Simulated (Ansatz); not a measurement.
# Sampling a charged cell: V_O in HfO2 (P2_1/c), part 2 of 2

Question: how much does the k-point sampling change the (+1/0) level of V_O in HfO2 (P2_1/c), and what does each choice cost? Model: a cell of 96 host atoms with 1 O taken out.

Ansatz 0.2.0; plane-wave PAW DFT; relaxations with PBEsol, then single points with PBEsol, on supercells at fixed charge in a uniform background.

So far: Set-up; Relaxing both charge states, PBEsol.

## Step 3: First setting: the zone centre alone

The defect state overlaps with its images and forms a narrow band, so the k-points decide which part of that band enters the energy. A point off the zone centre usually averages it better, but needs complex orbitals and more time.

File qp1_M1.kg/input.yaml:

```yaml
crystal:
  checkpoint: "../qp1_M1.relax.run"
  host: checkpoint
total_charge: 1
basis:
  ecutwfc: 420
  xc_grid: 2
hamiltonian:
  xc: pbesol
  pseudopotentials: { kind: paw, azcp: { folder: soft_1 }, xc_functional: pbe }
kpoints:
  mp_grid: { grid: [1, 1, 1] }
magnetization:
  spin_polarized: true
  initial_magnetization: 1
  spin_locking: { lock_magnetization: hard }
scf:
  occupations: { method: fixed }
  max_iter: 60
output:
  forces: true
  charged_corrections:
    epsilon: [[5.04, 0.0, 0.14], [0.0, 5.07, 0.0], [0.14, 0.0, 4.75]]
    static_epsilon: [[20.65, 0.0, 1.35], [0.0, 18.84, 0.0], [1.35, 0.0, 15.26]]
    defect_position: [0.535647, 0.581267, 0.420391]
  eigenvalues: true
checkpoint:
  read: "../qp1_M1.relax.run"
  write: "../qp1_M1.kg.run"
  compress: false
  write_wavefunctions: false
  write_every: 100000
```

Started as:

```sh
$ ansatz run input.yaml --threads 32 --pin off --max-ram 84787MiB --backend cuda --events-out ev --progress --plain --runs-dir out --max-vram 78GiB
```

Numbers of over 12 decimals in the logs are rounded to 6 here.

What it wrote:

```text
[...]
crystal.checkpoint: the structure is that of <dir>, a `relax` run, at its step 5: its result, under pbesol at a charge of 1 e; 95 atoms read, 0 with a starting moment; crystal.structure_sha256 for this input is
[...]
device memory: the entry about to start is reckoned to put 7.7 GiB on a device that reports 174.0 GiB free (of which the cap on the GPU budget leaves the run 78.0 GiB)
GPU FFT provider: cuFFT
GPU libraries: cuBLAS 13.8.1, cuFFT 12.4.0, cuSOLVER 12.3.2
GPU matrix products: emulated (plane waves: as basis.precision tells), large ones in fixed point in workspaces of 1.00 GiB
Crystal: 95 atoms, lattice volume = 1096.995 Å³
Basis set: ecut = 420 eV, 21487 PW (Γ), exchange–correlation on 144×144×144 points (8 copies of the dense FFT grid, shifted against one another)
Bands: 726, of which v1, the nominal top of the filled ones, is band 605 counted from 1 (604 counted from 0)
Symmetry: 1 space group operations
[...]
k-points: 1
[...]
Stability of the state it starts from, as read at its close in the collinear treatment: not read negative (Ritz values of 1 − χ₀K, real part plus size of imaginary part, from 1.0 to 1.3, by its mixing steps under no symmetry); [...]
Starting moments: Σ|m| = 1 μB on 95 of 95 sites; this step starts from the density that it was given
[...]
GPU buffer pool allocated for 373248 grid points (all kernels)
GPU transforms: local potential and band sums: pruned to the plane-wave sphere, on 72×72×72
[...]
iter 1 solved again at ethr=2.29e-7 eV; its pass at ethr=3.10e-3 eV (dr2=2.77e-3 eV) is discarded
[...]
SCF iter   7: F=-534685.042494 eV  HF=-534685.042494 eV  |Δ(HF+E_count)|=   5.89e-8  Δρ=1.20e-6 (↑1.20e-6 ↓1.18e-6)  dr2=5.85e-8  dr2_m=6.11e-10  M=1.000 μB ∫|m|=1.041 μB  Hψ=7405
SCF 1 converged in 7 iterations: F = -534685.042494 eV  dr2 = 5.85e-8
[...]
SCF converged after 7 iterations
[...]
Magnetization: 1.0000 μB (605.0000 up, 604.0000 down)
Absolute magnetization: 1.0425 μB (∫|ρ↑−ρ↓|, with the PAW one-centre terms)
[...]
Per-site moments (μB) at R_I (Å): [(0.000326481, 0.835115), (0.048885, 0.835994), (0.000561401, 0.838915), [... 6 left out ...]
Free energy (F): -534685.042494 eV
[...]
Internal energy: -534685.042494 eV  (E = F + TS)
E sigma→0 (E₀):  -534685.042494 eV
Fermi energy:    15.324965 (↑ 15.324965, ↓ 12.911194) eV
[...]
--- Forces (eV/Å), atoms counted from 1 ---
  atom   1  Hf    -0.00986979    -0.01362784    -0.01068425
  atom   2  Hf    -0.04470645    -0.00092503    -0.02228589
  [... 4 atoms left out ...]
  [... 89 more lines of this table ...]
  max |Σ_I F_I| component: 1.55e-5 eV/Å
[...]
F Makov-Payne    = n/a  (the rows are of the electrons' constant alone; ansatz place-levels tells what screens the charge)
[...]
--- Band table (eV) ---
[...]
```

It took 2.7 s on 1 × NVIDIA GB200 with 32 threads of Arm Neoverse V2, shared host; peak memory 1.3 GiB.

The column dr2 measures how far the density is from self-consistency, as an energy; F and HF (Harris–Foulkes) agree once it is small.

Both charges and the host at this setting go to place-levels, which corrects for the image charge and aligns the potentials.

File levels.kg.yaml:

```yaml
host:
  run: host.kg.run
states: [q0.kg.run, qp1_M1.kg.run]
geometry_from:
  q0.kg.run: q0.relax.run
  qp1_M1.kg.run: qp1_M1.relax.run
  host.kg.run: host.relax.run
chemical_potentials:
  O:
    energy: -558.291301
    dataset: <sha256 of the dataset>
```

Started as:

```sh
$ ansatz place-levels levels.kg.yaml -- --threads 32 --pin off --max-ram 84787MiB
```

What it wrote:

```text
(+1/0) 2.965 eV above the valence edge, 1.000 eV under the conduction edge
formation energy of charge +1: +3.464 eV with the Fermi level at the valence edge
formation energy of charge 0: +6.429 eV with the Fermi level at the valence edge
  edges by pbesol, gap 3.965 eV; the host is sampled to repeats of 10.19 Å
  the defect's cells are sampled to repeats of 10.19 Å, like sampling
  charge +1: -534685.0225 eV with its correction of +0.020 eV, at epsilon [[20.65, 0, 1.35], [0, 18.84, 0], [1.35, 0, 15.26]], aligned at sites: -0.0889 eV, mean over 49 atomic sites at or beyond 5.10 Å from the defect at [0.5356, 0.5813, 0.4204], with [...]
  charge 0: +0.000 eV for its dipole among its images, +0.002 omitted
  of states[1] (qp1_M1.kg.run): how wide its charge is, is not read beside other atoms or cores, and a band state would take no correction. [...]
  of states[0] (q0.kg.run): its only k-point is the zone centre, where a defect's energies can be off by tenths of an eV or more: see "From the zone centre to a mesh" in the quickstart
```

Wall time 0.14 s (32 threads).

At this setting the gap is 3.965 eV and (+1/0) lies 2.965 eV above the valence top.

## Step 4: The other settings

Only the studied keys change. One input of each further setting:

qp1_M1.kq/input.yaml, as its differences from qp1_M1.kg/input.yaml of step 3:

```diff
@@ -11,3 +11,3 @@
 kpoints:
-  mp_grid: { grid: [1, 1, 1] }
+  mp_grid: { grid: [1, 1, 1], shift: [0.25, 0.25, 0.25] }
 magnetization:
@@ -28,3 +28,3 @@
   read: "../qp1_M1.relax.run"
-  write: "../qp1_M1.kg.run"
+  write: "../qp1_M1.kq.run"
   compress: false
```

qp1_M1.km0/input.yaml, as its differences from qp1_M1.kq/input.yaml of step 4:

```diff
@@ -11,3 +11,3 @@
 kpoints:
-  mp_grid: { grid: [1, 1, 1], shift: [0.25, 0.25, 0.25] }
+  mp_grid: { grid: [2, 2, 2] }
 magnetization:
@@ -28,3 +28,3 @@
   read: "../qp1_M1.relax.run"
-  write: "../qp1_M1.kq.run"
+  write: "../qp1_M1.km0.run"
   compress: false
```

qp1_M1.kms/input.yaml, as its differences from qp1_M1.km0/input.yaml of step 4:

```diff
@@ -11,3 +11,3 @@
 kpoints:
-  mp_grid: { grid: [2, 2, 2] }
+  mp_grid: { grid: [2, 2, 2], shift: [0.5, 0.5, 0.5] }
 magnetization:
@@ -28,3 +28,3 @@
   read: "../qp1_M1.relax.run"
-  write: "../qp1_M1.km0.run"
+  write: "../qp1_M1.kms.run"
   compress: false
```

qp1_M1.km3/input.yaml, as its differences from qp1_M1.kms/input.yaml of step 4:

```diff
@@ -11,3 +11,3 @@
 kpoints:
-  mp_grid: { grid: [2, 2, 2], shift: [0.5, 0.5, 0.5] }
+  mp_grid: { grid: [3, 3, 3] }
 magnetization:
@@ -28,3 +28,3 @@
   read: "../qp1_M1.relax.run"
-  write: "../qp1_M1.kms.run"
+  write: "../qp1_M1.km3.run"
   compress: false
```

qp1_M1.km4/input.yaml, as its differences from qp1_M1.km3/input.yaml of step 4:

```diff
@@ -11,3 +11,3 @@
 kpoints:
-  mp_grid: { grid: [3, 3, 3] }
+  mp_grid: { grid: [4, 4, 4], shift: [0.5, 0.5, 0.5] }
 magnetization:
@@ -28,3 +28,3 @@
   read: "../qp1_M1.relax.run"
-  write: "../qp1_M1.km3.run"
+  write: "../qp1_M1.km4.run"
   compress: false
```

## Step 5: Result against cost

Times of the states on 1 × NVIDIA GB200 with 32 threads of Arm Neoverse V2, shared host; the host is run again at each setting, at some settings on the processor alone:

```csv
k-point sampling,gap (eV),(+1/0) above the valence top (eV),under the conduction bottom (eV),level less that at a 4×4×4 shifted mesh (meV),"time, both charge states","time, host and placing",peak memory of a state (GiB)
the zone centre alone,3.965,2.965,1.000,-40,4.4 s,6.6 s,1.4
"one point at (¼, ¼, ¼) *",3.969,3.005,0.963,1,4.4 s,9 s,1.9
a 2×2×2 Γ-centred mesh,3.969,3.004,0.965,0,9.3 s,7.5 s,2.1
a 2×2×2 shifted mesh,3.969,3.005,0.964,0,8.3 s,6.7 s,2.3
a 3×3×3 Γ-centred mesh,3.969,3.004,0.964,0,20 s,10 s,3.1
a 4×4×4 shifted mesh,3.969,3.004,0.964,0,41 s,12 s,4.0
```

* started from the relaxation's converged state in the same settings, so its time is no fair cost.

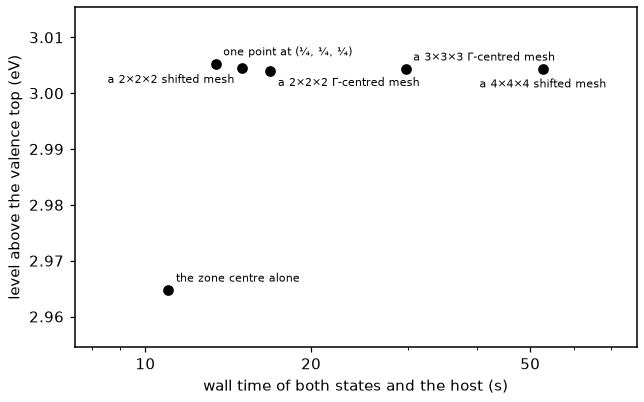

The level against the time spent.

## Step 6: What came out

- (plus 1/0) level, the zone centre alone: 2.96 eV
- (plus 1/0) level, one point at (¼, ¼, ¼): 3.01 eV
- (plus 1/0) level, a 2×2×2 Γ-centred mesh: 3.00 eV
- (plus 1/0) level, a 2×2×2 shifted mesh: 3.00 eV
- (plus 1/0) level, a 3×3×3 Γ-centred mesh: 3.00 eV
- (plus 1/0) level, a 4×4×4 shifted mesh: 3.00 eV

In words: Over the settings in the table the level spans 0.041 eV; one point at (¼, ¼, ¼), a 2×2×2 Γ-centred mesh, a 2×2×2 shifted mesh and a 3×3×3 Γ-centred mesh lie within 0.02 eV of the reference (a 4×4×4 shifted mesh, 3.00 eV). The largest miss of the level above the valence top is 40 meV, with the zone centre alone. Only the charges 0 and +1 were run, each from one start, so (+1/0) need not be a change between stable states. Limits: PBEsol makes the gap too small and tends to spread out bound carriers; spin–orbit coupling, which can matter with heavy atoms, is left out.

[Logs are printed without paths, hosts, clocks, repeated set-up lines and the standing remarks that a program may print on its own settings, such as how far it seeks lower states.]

[Hosts, paths, dates, database ids (printed as entryN), source tags and the programs' standing remarks are cut or masked in the printed files.]

[Where a table of states has a column of steps, it counts the stored structures, which are thinned; the runs took as many ionic steps or more.]

[For some hosts the program warned that the k-mesh of the response run may be too coarse for force constants and the static dielectric constant; such warnings are not shown here.]
